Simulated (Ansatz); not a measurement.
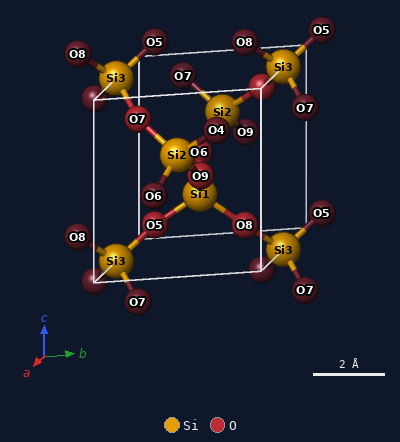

The structure (ball-and-stick view of the cell of the calculation, seen slightly off an axis; neighbours outside the cell are drawn fainter; atoms are numbered from 1 in the order of the input).

## Two runs on SiO2

System: SiO2 (P6₂22, 9 atoms in the cell).
Method of the first run: DFT, PBE, plane waves, PAW, no spin polarisation (Ansatz 0.2.0).

The structure derives from an entry of the Crystallography Open Database. The geometry comes from this level: r2SCAN (a point of a series of volumes). Text and figures count atoms from 1; the logs count them from 0 in places.

The input, the first run:
```yaml
crystal:
  lattice:
    - [4.9203836839, 0.0, 0.0]
    - [-2.460191842, 4.2611772666, 0.0]
    - [0.0, 0.0, 5.38914984]
  atoms:
    - { symbol: Si, position: [0.5, 0.5, 0.3333333333] }
    - { symbol: Si, position: [0.0, 0.5, 0.6666666667] }
    - { symbol: Si, position: [0.5, 0.0, 0.0] }
    - { symbol: O, position: [0.2082404179, 0.7917595821, 0.8333333333] }
    - { symbol: O, position: [0.4164808359, 0.2082404179, 0.1666666667] }
    - { symbol: O, position: [0.2082404179, 0.4164808359, 0.5] }
    - { symbol: O, position: [0.7917595821, 0.2082404179, 0.8333333333] }
    - { symbol: O, position: [0.5835191641, 0.7917595821, 0.1666666667] }
    - { symbol: O, position: [0.7917595821, 0.5835191641, 0.5] }
kpoints:
  mp_grid: { grid: [3, 3, 2] }
hamiltonian:
  xc: pbe
scf:
  occupations: { method: fermi_dirac, width: 0.02 }
  n_extra_bands: 6
output:
  forces: true
  stress: true
  eigenvalues: true
basis:
  ecutwfc: 260
```

Launched with:
```bash
ansatz run input.yaml --threads 2 --pin off --max-ram 3686MiB --backend cpu --events-out ev --progress --plain --runs-dir out
```

Hardware: 2 threads of Arm Neoverse V2, 24 GiB of memory available, shared host.

Output, shortened to warnings, some set-up lines, iterations and results (the first run):
```
Warning: basis.ecutwfc = 260 eV is below the records' recommended 420 eV, and the density's cutoff is lower with it unless basis.ecutrho_ratio is high enough to keep the records' density cutoff: compare with a run at a higher cutoff
Basis set: ecut = 260 eV, 1083 PW (Γ), exchange–correlation on 54×54×60 points (8 copies of the dense FFT grid, shifted against one another)
Symmetry: 12 space group operations
k-points: 6 of 18
Initial density: superposition of atomic densities (neutral atoms: chi_scale 0, normalization atom), corrected by the library's trained network
[...]
SCF iter   1: F=—  HF=-5312.730382 eV  |F-HF|=—  |Δ(HF+E_count)|=         —  Δρ=4.40e-2  dr2=6.34e-1  ethr=1.77e-3  ⟨swp⟩=7.7  Hψ=961  notcnv=0
SCF iter   2: F=—  HF=-5312.575685 eV  |F-HF|=—  |Δ(HF+E_count)|=   1.55e-1  Δρ=1.54e-2  dr2=5.22e-2  ethr=1.32e-3  ⟨swp⟩=2.3  Hψ=369  notcnv=0  defer=8
SCF iter   3: F=—  HF=-5312.597625 eV  |F-HF|=—  |Δ(HF+E_count)|=   2.19e-2  Δρ=6.73e-3  dr2=1.07e-2  ethr=1.09e-4  ⟨swp⟩=2.0  Hψ=200  notcnv=0  defer=8
SCF iter   4: F=—  HF=-5312.603382 eV  |F-HF|=—  |Δ(HF+E_count)|=   5.76e-3  Δρ=1.36e-4  dr2=1.04e-5  ethr=2.23e-5  ⟨swp⟩=2.8  Hψ=332  notcnv=0  defer=8
SCF iter   5: F=—  HF=-5312.602941 eV  |F-HF|=—  |Δ(HF+E_count)|=   4.42e-4  Δρ=2.48e-5  dr2=3.85e-7  ethr=2.16e-8  ⟨swp⟩=2.3  Hψ=288  notcnv=0  defer=8
SCF iter   6: F=-5312.602941 eV  HF=-5312.602941 eV  |F-HF|=2.07e-8  |Δ(HF+E_count)|=   5.11e-7  Δρ=4.52e-6  dr2=2.06e-8  ethr=2.08e-10  ⟨swp⟩=10.0  Hψ=813  notcnv=0
SCF 1 converged in 6 iterations: F = -5312.602941 eV  dr2 = 2.06e-8
SCF converged after 6 iterations
Free energy (F): -5312.602941 eV
Harris-Foulkes:  -5312.602941 eV  (|F-HF|=2.07e-8)
Internal energy: -5312.602941 eV  (E = F + TS)
E sigma→0 (E₀):  -5312.602941 eV
Fermi energy:    5.598425 eV
--- Per-component energies (eV) ---
  E_band       = -219.930914
  E_kinetic    = 1264.354528
  E_local      = -3105.411441  (includes V_loc(G=0)·N_el)
  E_nonlocal   = 331.800058
  E_hartree    = 1121.311702
  E_xc         = -629.064533
  E_vxc        = -732.174234  (∫ρ·V_xc dr)
  E_paw        = -2485.332675  (= ΣΔE_a)
  E_vpaw       = -221.212974  (= ΣTr[D̂ρ^β])
  E_aug_tail   = 0.087114  (compensation charges beyond the density's cutoff)
  E_ewald      = -1810.347693
  E_smearing   = -0.000000  (= −TS)
  E_closure    = 0.000000  (closes the sum)
  Σ components = -5312.602941   (vs F -5312.602941, Δ=0.00e0)
--- Forces (eV/Å), atoms counted from 1 ---
  atom   1  Si     0.00000000     0.00000000    -0.00000000
  atom   2  Si     0.00000000     0.00000000    -0.00000000
  atom   3  Si    -0.00000000    -0.00000000     0.00000000
  atom   4  O     -0.98033558     0.56599701     0.00000000
  atom   5  O     -0.98033558    -0.56599701     0.00000000
  atom   6  O      0.00000000    -1.13199402     0.00000000
  atom   7  O      0.98033558    -0.56599701    -0.00000000
  atom   8  O      0.98033558     0.56599701     0.00000000
  atom   9  O     -0.00000000     1.13199402     0.00000000
  max |Σ_I F_I| component: 2.22e-16 eV/Å
--- Stress (GPa, compression-positive) ---
       26.039391      -0.000000       0.000000
       -0.000000      26.039391       0.000000
        0.000000       0.000000      26.204194
  P = ⅓ Tr σ = 26.0943 GPa (260.943 kbar)
```

The input of the second run differs as follows (lines with − go, lines with + come):
```diff
-    - [4.9203836839, 0.0, 0.0]
-    - [-2.460191842, 4.2611772666, 0.0]
-    - [0.0, 0.0, 5.38914984]
+    - [5.1256326059, 0.0, 0.0]
+    - [-2.562816303, 4.4389280471, 0.0]
+    - [0.0, 0.0, 5.6139528769]
```

How does the second run compare with the first run?

With the same functional and potentials, the second run lies 93.9 meV per atom lower. The gap on the mesh goes from 6.01 to 5.33 eV. The pressure goes from 26.09 to −1.22 GPa. The largest force goes from 1.132 to 0.041 eV/Å. The volume per atom goes from 12.55 to 14.19 Å³. The number of SCF iterations is the same. The plane waves at Γ go from 1083 to 1215.

Output, shortened to warnings, some set-up lines, iterations and results (the second run):
```
Warning: basis.ecutwfc = 260 eV is below the records' recommended 420 eV, and the density's cutoff is lower with it unless basis.ecutrho_ratio is high enough to keep the records' density cutoff: compare with a run at a higher cutoff
Basis set: ecut = 260 eV, 1215 PW (Γ), exchange–correlation on 54×54×60 points (8 copies of the dense FFT grid, shifted against one another)
Symmetry: 12 space group operations
k-points: 6 of 18
Initial density: superposition of atomic densities (neutral atoms: chi_scale 0, normalization atom), corrected by the library's trained network
[...]
SCF iter   1: F=—  HF=-5313.592492 eV  |F-HF|=—  |Δ(HF+E_count)|=         —  Δρ=4.26e-2  dr2=7.12e-1  ethr=1.77e-3  ⟨swp⟩=7.7  Hψ=938  notcnv=0
SCF iter   2: F=—  HF=-5313.419947 eV  |F-HF|=—  |Δ(HF+E_count)|=   1.73e-1  Δρ=1.45e-2  dr2=5.90e-2  ethr=1.48e-3  ⟨swp⟩=2.3  Hψ=369  notcnv=0  defer=9
SCF iter   3: F=—  HF=-5313.441161 eV  |F-HF|=—  |Δ(HF+E_count)|=   2.12e-2  Δρ=7.09e-3  dr2=1.35e-2  ethr=1.23e-4  ⟨swp⟩=2.0  Hψ=198  notcnv=0  defer=9
SCF iter   4: F=—  HF=-5313.448786 eV  |F-HF|=—  |Δ(HF+E_count)|=   7.63e-3  Δρ=1.56e-4  dr2=1.70e-5  ethr=2.80e-5  ⟨swp⟩=2.8  Hψ=308  notcnv=0  defer=9
SCF iter   5: F=—  HF=-5313.447938 eV  |F-HF|=—  |Δ(HF+E_count)|=   8.48e-4  Δρ=3.51e-5  dr2=9.14e-7  ethr=3.54e-8  ⟨swp⟩=2.5  Hψ=308  notcnv=0  defer=9
SCF iter   6: F=-5313.447940 eV  HF=-5313.447940 eV  |F-HF|=5.95e-8  |Δ(HF+E_count)|=   1.45e-6  Δρ=5.77e-6  dr2=3.07e-8  ethr=2.08e-10  ⟨swp⟩=11.5  Hψ=916  notcnv=0
SCF 1 converged in 6 iterations: F = -5313.447940 eV  dr2 = 3.07e-8
SCF converged after 6 iterations
Free energy (F): -5313.447940 eV
Harris-Foulkes:  -5313.447940 eV  (|F-HF|=5.95e-8)
Internal energy: -5313.447940 eV  (E = F + TS)
E sigma→0 (E₀):  -5313.447940 eV
Fermi energy:    4.184725 eV
--- Per-component energies (eV) ---
  E_band       = -257.388281
  E_kinetic    = 1239.151977
  E_local      = -3190.112177  (includes V_loc(G=0)·N_el)
  E_nonlocal   = 323.400516
  E_hartree    = 1154.913900
  E_xc         = -622.171175
  E_vxc        = -723.361730  (∫ρ·V_xc dr)
  E_paw        = -2480.860614  (= ΣΔE_a)
  E_vpaw       = -216.380501  (= ΣTr[D̂ρ^β])
  E_aug_tail   = 0.084437  (compensation charges beyond the density's cutoff)
  E_ewald      = -1737.854805
  E_smearing   = -0.000000  (= −TS)
  E_closure    = -0.000000  (closes the sum)
  Σ components = -5313.447940   (vs F -5313.447940, Δ=0.00e0)
--- Forces (eV/Å), atoms counted from 1 ---
  atom   1  Si    -0.00000000    -0.00000000    -0.00000000
  atom   2  Si    -0.00000000    -0.00000000     0.00000000
  atom   3  Si     0.00000000    -0.00000000     0.00000000
  atom   4  O     -0.03575578     0.02064361    -0.00000000
  atom   5  O     -0.03575578    -0.02064361     0.00000000
  atom   6  O      0.00000000    -0.04128721     0.00000000
  atom   7  O      0.03575578    -0.02064361    -0.00000000
  atom   8  O      0.03575578     0.02064361    -0.00000000
  atom   9  O     -0.00000000     0.04128721     0.00000000
  max |Σ_I F_I| component: 2.56e-17 eV/Å
--- Stress (GPa, compression-positive) ---
       -1.216165      -0.000000       0.000000
       -0.000000      -1.216165      -0.000000
        0.000000       0.000000      -1.239892
  P = ⅓ Tr σ = -1.2241 GPa (-12.241 kbar)
```

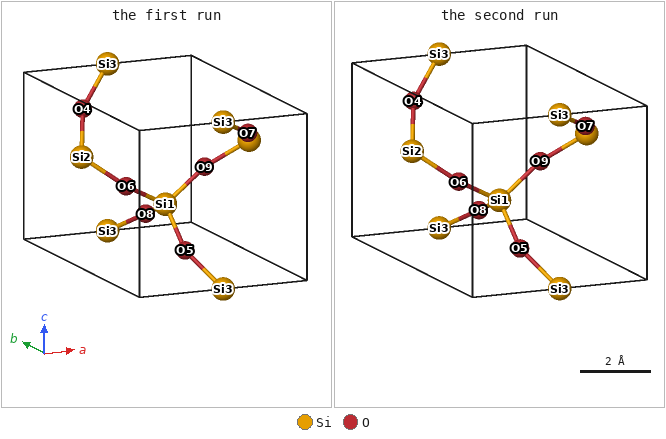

The two input geometries at one scale (ball-and-stick view of the cell of the calculation, seen at an oblique angle). The atoms keep their places relative to the cell (all moves are under 0.005 Å). Cell: a = b 4.920 → 5.126 Å (+4.2 %), c 5.389 → 5.614 Å (+4.2 %). Volume +13.0 %. Among the contacts that change: Si1–O5 1.564 → 1.629 Å.

The two runs side by side:

```csv
quantity,the first run,the second run
outcome,converged,converged
free energy per atom (eV),−590.2892,−590.3831
gap on the mesh (eV),6.01,5.33
pressure (GPa),26.09,−1.22
volume per atom (Å³),12.55,14.19
largest force (eV/Å),1.132,0.041
SCF iterations,6,6
irreducible k-points,6,6
plane waves at Γ,1083,1215
wall time (shared host),0.54 s,0.57 s
```

For both runs: Warnings: the cutoff is below the recommended one.
